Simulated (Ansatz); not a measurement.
# PtS$_{2}$: what the fields show

Input file:

```
crystal:
  lattice:
    - [1.7644429029, 1.018701585, 5.5230462153]
    - [-1.7644429029, 1.018701585, 5.5230462153]
    - [0.0, -2.0374031699, 5.5230462153]
  atoms:
    - { symbol: Pt, position: [0.0, 0.0, 0.0] }
    - { symbol: S, position: [0.2583047871, 0.2583047871, 0.2583047871] }
    - { symbol: S, position: [0.7416952129, 0.7416952129, 0.7416952129] }
kpoints:
  mp_grid: { grid: [4, 4, 4] }
hamiltonian:
  xc: hse06
scf:
  occupations: { method: fixed }
  n_extra_bands: 4
output:
  forces: true
  stress: true
  eigenvalues: true
  write_density: true
  write_potential: true
  elf: true
  volumetric_format: npy
```

Command:

```sh
ansatz run input.yaml --threads 4 --pin off --max-ram 3686MiB --backend cpu --events-out ev --progress --plain --runs-dir out
```

Below, planes, directions and counts refer to the conventional cell (a = 3.53 Å, b = 3.53 Å, c = 16.57 Å, α = 90.00°, β = 90.00°, γ = 120.00°).

Space group R-3m; started from the CdCl2 (3R octahedral) bulk prototype, which need not be the ambient phase; not relaxed (largest force 0.3 eV/Å).

Method: DFT, HSE06, plane waves, PAW (Ansatz).

Core electrons are frozen (PAW), and the valence fields are smoothed inside the atomic spheres.

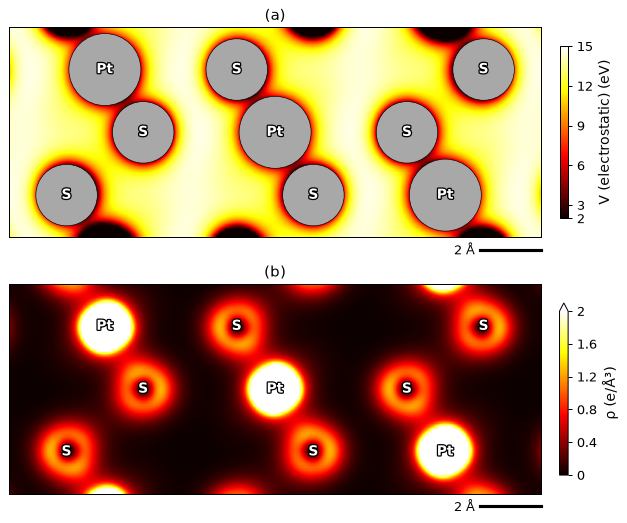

Figure 1. (a) electrostatic potential energy of an electron; (b) valence charge density (pseudo) on the (110) plane of the conventional cell. Grey discs cover the atomic cores in the potential map.

**What does the map show?**

The section cuts through Pt and S sites. Pt–S (2.39 Å): ρ is about 0.68 e/Å³ halfway. Between the atoms the lowest density in this plane is 0.008 e/Å³. Outside the cores the potential energy rises away from the atoms and is highest about 1.9 Å from the nearest atoms; its zero is arbitrary.

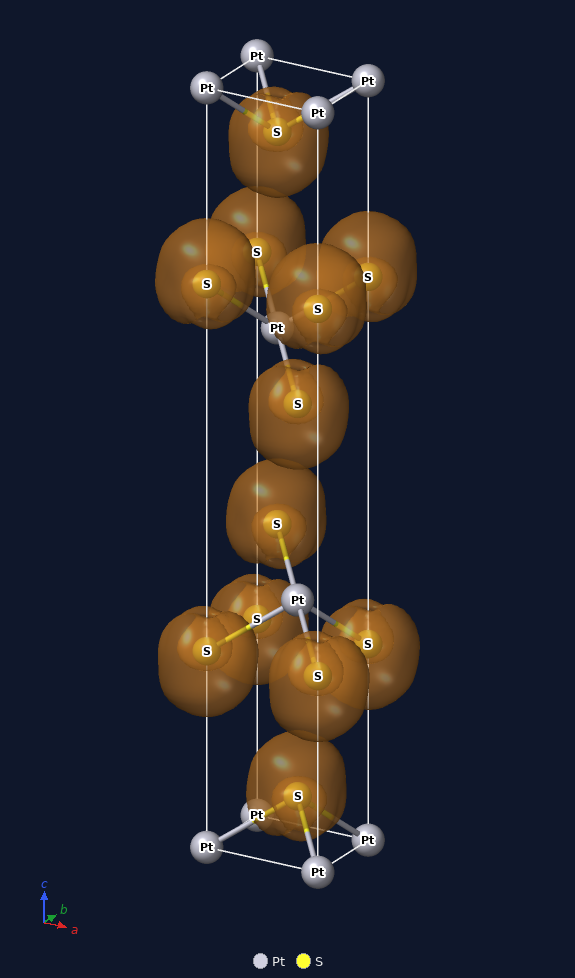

Figure 2. Isosurface of the ELF at 0.7 (orange), seen slightly off an axis. Core shells and regions of very low density are left out. Sticks mark near contacts.

**Where are the electrons localised?**

The surface consists of six regions wrapped around S (the valence shell of each), counted in one cell of 9 atoms. Any copies at cell faces, edges or corners count once. Along the contacts the grid gives the following. Pt–S (2.39 Å): the ELF peaks at about 0.90 in the valence shell of S, 0.8 Å from its nucleus, and is about 0.50 at the midpoint.

**Metal or insulator at this level of theory?**

It is gapped, with a Kohn–Sham gap of 1.8 eV on the k-point mesh (the band edges may lie off the mesh, which would make the gap smaller).
